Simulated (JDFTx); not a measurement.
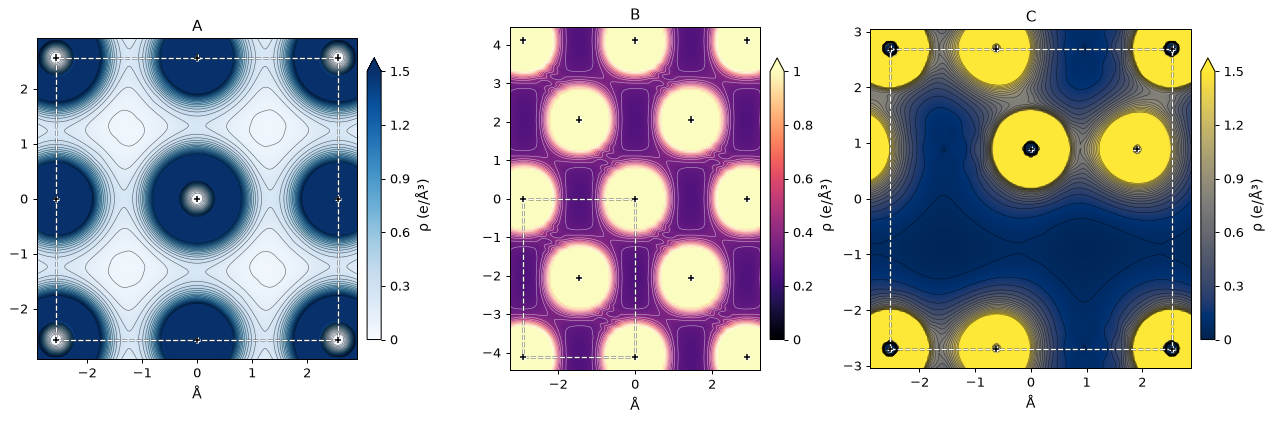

The valence charge density (pseudo) of 3 systems, each on a plane through atoms (crosses mark nuclei in the plane).

Computed with JDFTx 1.7.0 (patched build), Kohn-Sham DFT of a periodic cell, PBEsol, PseudoDojo-SR-PBEsol-0.4.1-standard.

System 1: Cr, the (11̄0) plane of the conventional cell. Space group Im-3m; a structure from a database of computed crystals, not necessarily the ambient phase; computed pressure about −23 GPa in this cell; spin-polarised, but the moments vanished.

```yaml
crystal:
  lattice:
    - [2.90829, 0.00000, 0.00000]
    - [0.00000, 2.90829, 0.00000]
    - [0.00000, 0.00000, 2.90829]
  atoms:
    - { symbol: Cr, position: [0.00000, 0.00000, 0.00000] }
    - { symbol: Cr, position: [0.50000, 0.50000, 0.50000] }
```

System 2: GaN, the (110) plane of the conventional cell. Space group P6₃mc; computed pressure about 15 GPa in this cell.

```xyz
4
Lattice="3.1151 0.0000 0.0000 -1.5575 2.6977 0.0000 0.0000 0.0000 5.0605" Properties=species:S:1:pos:R:3 pbc="T T T"
Ga    1.5576    0.8992    2.5303
Ga    0.0000    1.7985    0.0000
N     1.5576    0.8992    4.4280
N     0.0000    1.7985    1.8977
```

System 3: SrO, the (001) plane of the conventional cell. Space group Fm-3m.

```
Sr O
1.0
     5.13260    0.00000    0.00000
     0.00000    5.13260    0.00000
     0.00000    0.00000    5.13260
Sr O
4 4
Cartesian
  2.5663 0.0000 0.0000
  0.0000 2.5663 0.0000
  0.0000 0.0000 2.5663
  2.5663 2.5663 2.5663
  0.0000 0.0000 0.0000
  2.5663 2.5663 0.0000
  2.5663 0.0000 2.5663
  0.0000 2.5663 2.5663
```

**Match each panel to its system.**

Panel A is system 3, SrO: the plane holds Sr and O. Sr–O (2.57 Å): ρ is about 0.24 e/Å³ halfway. Panel B is system 1, Cr: the plane holds Cr. Cr–Cr (2.52 Å): ρ is about 0.35 e/Å³ halfway. Panel C is system 2, GaN: the plane holds Ga and N. Ga–N (1.90 Å): the density is about 0.81 e/Å³ at the midpoint.
